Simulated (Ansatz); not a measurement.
**Geometry relaxation, with input and output: ZrSe2 (part 1 of 2)**

The run: geometry relaxation of ZrSe2 (P-3m1, 3 atoms in the cell). Method and program: DFT PBE+D3(BJ), scalar-relativistic, plane waves, PAW, no spin polarisation (Ansatz 0.2.0).

The structure derives from an entry of the Crystallography Open Database. Figures and captions count atoms from 1; the log counts them from 0 in places.

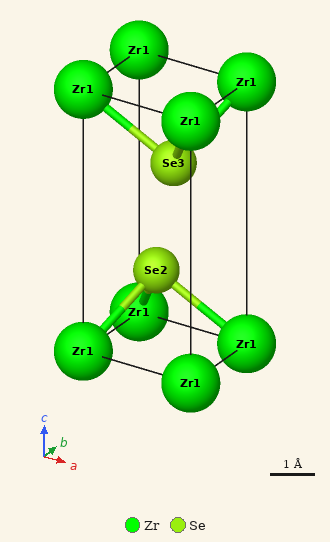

Figure 1. The starting structure (ball-and-stick view of the cell of the calculation, seen slightly off an axis; atoms are numbered from 1 in the order of the input). Near neighbours in the crystal (not all of them lie inside the picture): Zr has 6 Se at 2.68 Å; Se has 3 Zr at 2.68 Å.

**Results in brief**

| quantity | value |
| --- | --- |
| outcome | converged |
| space group (tolerance 0.01 Å) | P-3m1 (164) |
| electrons treated | 44 |
| free energy | −15127.2184 eV |
| Fermi energy | 9.753 eV |
| gap on the k-point mesh | 0.02 eV |
| pressure | 0.00 GPa |
| final volume | 72.97 Å³ |
| largest force (length of the vector) at the end | 0.001 eV/Å |
| final cell | a = 3.736 Å, b = 3.736 Å, c = 6.036 Å, α = 90.00°, β = 90.00°, γ = 120.00° |
| hardware | 2 threads of Arm Neoverse V2, 24 GiB of memory available, shared host |
| wall time | 30 s (CPU time 60 s) |
| peak memory | 0.49 GiB |

**The input**
```yaml
crystal:
  lattice:
    - [3.798, 0.0, 0.0]
    - [-1.899, 3.2891644836, 0.0]
    - [0.0, 0.0, 6.192]
  atoms:
    - { symbol: Zr, position: [0.0, 0.0, 0.0] }
    - { symbol: Se, position: [0.3333333333, 0.6666666667, 0.25] }
    - { symbol: Se, position: [0.6666666667, 0.3333333333, 0.75] }
basis:
  ecutwfc: 420
kpoints:
  mp_grid: { grid: [12, 12, 6] }
hamiltonian:
  xc: pbe
  dispersion: d3bj
scf:
  occupations: { method: gaussian, width: 0.02 }
output:
  forces: true
  stress: true
  eigenvalues: true
relax:
  adjacent_minimum: "off"
  f_tol: 0.005
  max_steps: 80
  cell: { stress_tol: 0.05 }
```

Command:
```bash
ansatz run input.yaml --threads 2 --pin off --max-ram 5120MiB --backend cpu --events-out ev --progress --plain --runs-dir out
```

**The program's output**
```
Engine: ansatz 0.2.0, aarch64-unknown-linux-gnu
Pseudopotentials: kind: paw
Pseudopotential: Zr, paw, valence charge 12, recommended cutoff 420 eV (normal), Zr.paw.azcp
Pseudopotential: Se, paw, valence charge 16, recommended cutoff 420 eV (normal), Se.paw.azcp
Functional definition: PBE
  parameter kappa = 0.804
  parameter beta = 0.06672455060314922
  exchange = pbe_x(kappa = kappa, mu = beta*pi^2/3)
  correlation = pbe_c(beta = beta)
Crystal: 3 atoms, lattice volume = 77.352 Å³
Basis set: ecut = 420 eV, 1521 PW (Γ), exchange–correlation on 54×54×90 points (8 copies of the dense FFT grid, shifted against one another)
Bands: 27, of which v1, the nominal top of the filled ones, is band 22 counted from 1 (21 counted from 0)
Symmetry: 12 space group operations
Space group: P-3m1 (ITA 164), of the structure as read, at distance tolerance 4.3e-5 Å
k-points: 100 of 864
Non-local potential: Zr, projectors of the file, l = 0: 3, l = 1: 2, l = 2: 2, l = 3: 2
Non-local potential: Se, projectors of the file, l = 0: 2, l = 1: 2, l = 2: 3, l = 3: 1
PAW form: soft (Blöchl's): semilocal exchange-correlation on the pseudo side does not see the compensation charge
PAW one-centre angular grid: Zr, 590 points (default); XC on 64 Gauss nodes
PAW one-centre angular grid: Se, 590 points (default); XC on 64 Gauss nodes
Initial density: superposition of atomic densities (neutral atoms: chi_scale 0, normalization atom), corrected by the library's trained network
Initial wavefunctions: pseudopotential atomic-orbital guess
Functional: x = pbe(κ = 0.804, μ = 0.2195149727645171), c = pbe(β = 0.06672455060314922)
SCF iter   1: F=—  HF=-15127.183776 eV  |F-HF|=—  |Δ(HF+E_count)|=         —  Δρ=1.14e-3  dr2=6.71e-4  ethr=1.77e-3  ⟨swp⟩=6.3  Hψ=10756  notcnv=0
preconditioner: auto → Resta (q_TF=auto, 2.483 Å⁻¹)  ε∞=5.6  [insulator: Δε(μ)=0.381 eV  Ē_g=7.894 eV  σ=0.020 eV  W_gap=1.00  n_scr=22 (ndim 8)  ℏωp=16.9 eV  f_vac=0.068  D(μ)=0.00/eV (n_scr^D=0)  ε∞_Penn≈5.6]
SCF iter   2: F=—  HF=-15127.183979 eV  |F-HF|=—  |Δ(HF+E_count)|=   2.03e-4  Δρ=6.41e-4  dr2=2.13e-4  ethr=1.53e-6  ⟨swp⟩=2.1  Hψ=5971  notcnv=0  defer=70
SCF iter   3: F=—  HF=-15127.184201 eV  |F-HF|=—  |Δ(HF+E_count)|=   2.22e-4  Δρ=1.82e-4  dr2=6.16e-5  ethr=4.85e-7  ⟨swp⟩=2.0  Hψ=4828  notcnv=0  defer=74
SCF iter   4: F=—  HF=-15127.184173 eV  |F-HF|=—  |Δ(HF+E_count)|=   2.81e-5  Δρ=8.69e-5  dr2=7.32e-6  ethr=1.40e-7  ⟨swp⟩=2.0  Hψ=4700  notcnv=0  defer=72
SCF iter   5: F=—  HF=-15127.184178 eV  |F-HF|=—  |Δ(HF+E_count)|=   4.82e-6  Δρ=2.46e-5  dr2=6.06e-7  ethr=1.66e-8  ⟨swp⟩=2.0  Hψ=4700  notcnv=0  defer=71
SCF iter   6: F=—  HF=-15127.184178 eV  |F-HF|=—  |Δ(HF+E_count)|=   4.59e-7  Δρ=1.09e-5  dr2=1.59e-7  ethr=1.38e-9  ⟨swp⟩=2.0  Hψ=4700  notcnv=0  defer=70
SCF iter   7: F=-15127.184178 eV  HF=-15127.184178 eV  |F-HF|=3.96e-9  |Δ(HF+E_count)|=   2.95e-8  Δρ=3.08e-6  dr2=8.34e-9  ethr=2.27e-10  ⟨swp⟩=7.2  Hψ=10446  notcnv=0
SCF 1 converged in 7 iterations: F = -15127.184178 eV  dr2 = 8.34e-9
  greatest PAW one-centre occupation: 1.000 electrons in one spin orbital (limit 2), on the Se atom at site 2 (counted from 0), in its partial waves of l = 2
relax step   1: F+E_penalty+E_count = -15127.18417806 eV  Δ(F+E_penalty+E_count) = +0.000e0 eV  max|allowed force component| = 3.010e-1 eV/Å  Δτ_max = 0.0000 Å  P = -0.565 GPa  Ω = 77.352 Å³  (7 SCF iters, dr2 threshold 1.00e-7 eV, accepted)
Crystal: 3 atoms, lattice volume = 70.581 Å³
Basis set: ecut = 420 eV, 1365 PW (Γ), exchange–correlation on 54×54×90 points (8 copies of the dense FFT grid, shifted against one another)
Initial density: handed on by an earlier stage of this run
Initial wavefunctions: those handed on with the density
iter 1 solved again at ethr=2.29e-3 eV; its pass at ethr=3.10e-3 eV (dr2=1.01e0 eV) is discarded
SCF iter   1: F=—  HF=-15127.301148 eV  |F-HF|=—  |Δ(HF+E_count)|=         —  Δρ=2.03e-2  dr2=1.01e0  ethr=2.29e-3  ⟨swp⟩=1.0  Hψ=13603  notcnv=0
preconditioner: auto → LDOS  [insulator: Δε(μ)=0.032 eV  Ē_g=7.759 eV  σ=0.020 eV  W_gap=0.60  n_scr=22 (ndim 8)  ℏωp=17.7 eV  f_vac=0.013  D(μ)=0.85/eV (n_scr^D=2)  ε∞_Penn≈6.2  β→1.0]
SCF iter   2: F=—  HF=-15127.568606 eV  |F-HF|=—  |Δ(HF+E_count)|=   2.67e-1  Δρ=2.74e-2  dr2=2.46e0  ethr=2.29e-3  ⟨swp⟩=3.8  Hψ=5482  notcnv=0  recentre
preconditioner: auto → Resta (q_TF=auto, 2.522 Å⁻¹)  ε∞=5.5  [insulator: Δε(μ)=0.116 eV  Ē_g=8.339 eV  σ=0.020 eV  W_gap=1.00  n_scr=22 (ndim 8)  ℏωp=17.7 eV  f_vac=0.018  D(μ)=0.00/eV (n_scr^D=0)  ε∞_Penn≈5.5  β→0.5]
SCF iter   3: F=—  HF=-15127.129880 eV  |F-HF|=—  |Δ(HF+E_count)|=   4.39e-1  Δρ=3.82e-3  dr2=5.53e-3  ethr=2.29e-3  ⟨swp⟩=2.7  Hψ=4279  notcnv=0  defer=72
SCF iter   4: F=—  HF=-15127.130614 eV  |F-HF|=—  |Δ(HF+E_count)|=   7.33e-4  Δρ=1.51e-3  dr2=5.20e-3  ethr=1.26e-5  ⟨swp⟩=2.8  Hψ=5046  notcnv=0  defer=90
SCF iter   5: F=—  HF=-15127.129954 eV  |F-HF|=—  |Δ(HF+E_count)|=   6.60e-4  Δρ=5.31e-4  dr2=4.08e-4  ethr=1.18e-5  ⟨swp⟩=2.0  Hψ=3379  notcnv=0  defer=90
SCF iter   6: F=—  HF=-15127.129907 eV  |F-HF|=—  |Δ(HF+E_count)|=   4.71e-5  Δρ=1.17e-4  dr2=1.75e-5  ethr=9.28e-7  ⟨swp⟩=2.1  Hψ=3308  notcnv=0  defer=90
SCF iter   7: F=—  HF=-15127.129904 eV  |F-HF|=—  |Δ(HF+E_count)|=   3.02e-6  Δρ=6.26e-5  dr2=5.86e-6  ethr=3.99e-8  ⟨swp⟩=2.0  Hψ=4428  notcnv=0  defer=90
SCF iter   8: F=-15127.129903 eV  HF=-15127.129903 eV  |F-HF|=7.88e-8  |Δ(HF+E_count)|=   8.18e-7  Δρ=1.32e-5  dr2=1.61e-7  ethr=6.82e-10  ⟨swp⟩=7.2  Hψ=12871  notcnv=0
SCF 2 converged in 8 iterations: F = -15127.129903 eV  dr2 = 1.61e-7
relax step   2: F+E_penalty+E_count = -15127.12990287 eV  Δ(F+E_penalty+E_count) = +5.428e-2 eV  max|allowed force component| = 8.548e-1 eV/Å  Δτ_max = 0.1940 Å  P = -1.937 GPa  Ω = 70.581 Å³  energy of the carried Pulay correction = +7.110e-4 eV  (8 SCF iters, dr2 threshold 3.00e-7 eV, rejected (line search))
Crystal: 3 atoms, lattice volume = 73.460 Å³
Basis set: ecut = 420 eV, 1437 PW (Γ), exchange–correlation on 54×54×90 points (8 copies of the dense FFT grid, shifted against one another)
iter 1 solved again at ethr=5.19e-4 eV; its pass at ethr=3.10e-3 eV (dr2=2.29e-1 eV) is discarded
SCF iter   1: F=—  HF=-15127.263801 eV  |F-HF|=—  |Δ(HF+E_count)|=         —  Δρ=1.05e-2  dr2=2.29e-1  ethr=5.19e-4  ⟨swp⟩=1.0  Hψ=13511  notcnv=0
preconditioner: auto → Resta (q_TF=auto, 2.505 Å⁻¹)  ε∞=5.6  [insulator: Δε(μ)=0.221 eV  Ē_g=8.078 eV  σ=0.020 eV  W_gap=1.00  n_scr=22 (ndim 8)  ℏωp=17.3 eV  f_vac=0.039  D(μ)=0.00/eV (n_scr^D=0)  ε∞_Penn≈5.6]
SCF iter   2: F=—  HF=-15127.221335 eV  |F-HF|=—  |Δ(HF+E_count)|=   4.25e-2  Δρ=3.92e-3  dr2=1.40e-2  ethr=5.19e-4  ⟨swp⟩=2.0  Hψ=3717  notcnv=0
SCF iter   3: F=—  HF=-15127.218228 eV  |F-HF|=—  |Δ(HF+E_count)|=   3.11e-3  Δρ=1.60e-3  dr2=2.75e-3  ethr=3.18e-5  ⟨swp⟩=2.9  Hψ=5145  notcnv=0
SCF iter   4: F=—  HF=-15127.218297 eV  |F-HF|=—  |Δ(HF+E_count)|=   6.91e-5  Δρ=6.14e-4  dr2=3.62e-4  ethr=6.26e-6  ⟨swp⟩=2.9  Hψ=5271  notcnv=0
SCF iter   5: F=—  HF=-15127.218405 eV  |F-HF|=—  |Δ(HF+E_count)|=   1.08e-4  Δρ=1.93e-4  dr2=4.20e-5  ethr=8.23e-7  ⟨swp⟩=3.0  Hψ=4525  notcnv=0
SCF iter   6: F=—  HF=-15127.218423 eV  |F-HF|=—  |Δ(HF+E_count)|=   1.87e-5  Δρ=6.17e-5  dr2=3.94e-6  ethr=9.55e-8  ⟨swp⟩=2.0  Hψ=4800  notcnv=0
SCF iter   7: F=—  HF=-15127.218429 eV  |F-HF|=—  |Δ(HF+E_count)|=   5.44e-6  Δρ=1.14e-5  dr2=1.10e-7  ethr=8.96e-9  ⟨swp⟩=2.0  Hψ=3500  notcnv=0
SCF iter   8: F=—  HF=-15127.218429 eV  |F-HF|=—  |Δ(HF+E_count)|=   2.39e-7  Δρ=3.23e-6  dr2=1.28e-8  ethr=2.51e-10  ⟨swp⟩=2.0  Hψ=3500  notcnv=0
SCF iter   9: F=—  HF=-15127.218429 eV  |F-HF|=—  |Δ(HF+E_count)|=   2.58e-8  Δρ=7.45e-7  dr2=5.80e-10  ethr=2.90e-11  ⟨swp⟩=2.0  Hψ=3500  notcnv=0
SCF iter  10: F=-15127.218429 eV  HF=-15127.218429 eV  |F-HF|=3.27e-11  |Δ(HF+E_count)|=  9.75e-10  Δρ=1.83e-7  dr2=2.56e-11  ethr=1.00e-12  ⟨swp⟩=4.7  Hψ=13281  notcnv=0
SCF 3 converged in 10 iterations: F = -15127.218429 eV  dr2 = 2.56e-11
relax step   3: F+E_penalty+E_count = -15127.21842903 eV  Δ(F+E_penalty+E_count) = -3.425e-2 eV  max|allowed force component| = 1.713e-2 eV/Å  Δτ_max = 0.0854 Å  P = -0.288 GPa  Ω = 73.460 Å³  energy of the carried Pulay correction = +4.009e-4 eV  (10 SCF iters, accepted)
Crystal: 3 atoms, lattice volume = 72.970 Å³
Basis set: ecut = 420 eV, 1413 PW (Γ), exchange–correlation on 54×54×90 points (8 copies of the dense FFT grid, shifted against one another)
iter 1 solved again at ethr=5.34e-6 eV; its pass at ethr=3.10e-3 eV (dr2=2.35e-3 eV) is discarded
SCF iter   1: F=—  HF=-15127.219259 eV  |F-HF|=—  |Δ(HF+E_count)|=         —  Δρ=9.53e-4  dr2=2.42e-3  ethr=5.34e-6  ⟨swp⟩=1.1  Hψ=11013  notcnv=0
preconditioner: auto → Resta (q_TF=auto, 2.508 Å⁻¹)  ε∞=5.8  [insulator: Δε(μ)=0.057 eV  Ē_g=7.978 eV  σ=0.020 eV  W_gap=0.67  n_scr=22 (ndim 8)  ℏωp=17.4 eV  f_vac=0.027  D(μ)=0.21/eV (n_scr^D=0)  ε∞_Penn≈5.8]
SCF iter   2: F=—  HF=-15127.218842 eV  |F-HF|=—  |Δ(HF+E_count)|=   4.18e-4  Δρ=3.33e-4  dr2=1.17e-4  ethr=5.34e-6  ⟨swp⟩=2.0  Hψ=3712  notcnv=0
SCF iter   3: F=—  HF=-15127.218816 eV  |F-HF|=—  |Δ(HF+E_count)|=   2.59e-5  Δρ=1.45e-4  dr2=2.78e-5  ethr=2.66e-7  ⟨swp⟩=2.1  Hψ=3478  notcnv=0
SCF iter   4: F=—  HF=-15127.218814 eV  |F-HF|=—  |Δ(HF+E_count)|=   1.65e-6  Δρ=5.17e-5  dr2=2.85e-6  ethr=6.31e-8  ⟨swp⟩=3.0  Hψ=4794  notcnv=0
SCF iter   5: F=—  HF=-15127.218815 eV  |F-HF|=—  |Δ(HF+E_count)|=   8.84e-7  Δρ=2.15e-5  dr2=5.07e-7  ethr=6.47e-9  ⟨swp⟩=2.2  Hψ=3740  notcnv=0
SCF iter   6: F=-15127.218816 eV  HF=-15127.218815 eV  |F-HF|=4.71e-8  |Δ(HF+E_count)|=   3.37e-7  Δρ=5.88e-6  dr2=3.15e-8  ethr=5.01e-10  ⟨swp⟩=5.1  Hψ=10812  notcnv=0
SCF 4 converged in 6 iterations: F = -15127.218816 eV  dr2 = 3.15e-8
relax step   4: F+E_penalty+E_count = -15127.21881552 eV  Δ(F+E_penalty+E_count) = -3.865e-4 eV  max|allowed force component| = 1.038e-2 eV/Å  Δτ_max = 0.0069 Å  P = -0.043 GPa  Ω = 72.970 Å³  energy of the carried Pulay correction = +4.528e-4 eV  (6 SCF iters, dr2 threshold 2.21e-7 eV, accepted)
Crystal: 3 atoms, lattice volume = 72.972 Å³
iter 1 solved again at ethr=5.42e-9 eV; its pass at ethr=3.10e-3 eV (dr2=2.39e-6 eV) is discarded
SCF iter   1: F=—  HF=-15127.218825 eV  |F-HF|=—  |Δ(HF+E_count)|=         —  Δρ=6.06e-5  dr2=2.31e-6  ethr=5.42e-9  ⟨swp⟩=2.0  Hψ=10869  notcnv=0
preconditioner: auto → Resta (q_TF=auto, 2.508 Å⁻¹)  ε∞=5.7  [insulator: Δε(μ)=0.024 eV  Ē_g=7.991 eV  σ=0.020 eV  W_gap=0.57  n_scr=22 (ndim 8)  ℏωp=17.4 eV  f_vac=0.029  D(μ)=0.15/eV (n_scr^D=0)  ε∞_Penn≈5.7]
SCF iter   2: F=—  HF=-15127.218825 eV  |F-HF|=—  |Δ(HF+E_count)|=   6.79e-7  Δρ=2.86e-5  dr2=4.48e-7  ethr=5.25e-9  ⟨swp⟩=2.0  Hψ=3268  notcnv=0
SCF iter   3: F=—  HF=-15127.218825 eV  |F-HF|=—  |Δ(HF+E_count)|=   6.64e-8  Δρ=7.00e-6  dr2=4.91e-8  ethr=1.02e-9  ⟨swp⟩=2.0  Hψ=4800  notcnv=0
SCF iter   4: F=—  HF=-15127.218825 eV  |F-HF|=—  |Δ(HF+E_count)|=   5.16e-9  Δρ=3.30e-6  dr2=1.03e-8  ethr=2.16e-11  ⟨swp⟩=4.5  Hψ=9761  notcnv=0
SCF iter   5: F=-15127.218825 eV  HF=-15127.218825 eV  |F-HF|=1.55e-10  |Δ(HF+E_count)|=   1.38e-9  Δρ=9.44e-7  dr2=9.78e-10  ethr=2.16e-11  ⟨swp⟩=4.0  Hψ=8897  notcnv=0
SCF 5 converged in 5 iterations: F = -15127.218825 eV  dr2 = 9.78e-10
relax step   5: F+E_penalty+E_count = -15127.21882533 eV  Δ(F+E_penalty+E_count) = -9.809e-6 eV  max|allowed force component| = 7.738e-4 eV/Å  Δτ_max = 0.0009 Å  P = -0.001 GPa  Ω = 72.972 Å³  energy of the carried Pulay correction = +4.527e-4 eV  (5 SCF iters, dr2 threshold 9.51e-9 eV, accepted)
Basis set: ecut = 420 eV, 1413 PW (Γ), exchange–correlation on 50×50×90 points (8 copies of the dense FFT grid, shifted against one another)
Initial wavefunctions: pseudopotential atomic-orbital guess (no wavefunctions were taken with the density)
iter 1 solved again at ethr=6.09e-8 eV; its pass at ethr=3.10e-3 eV (dr2=2.68e-5 eV) is discarded
```
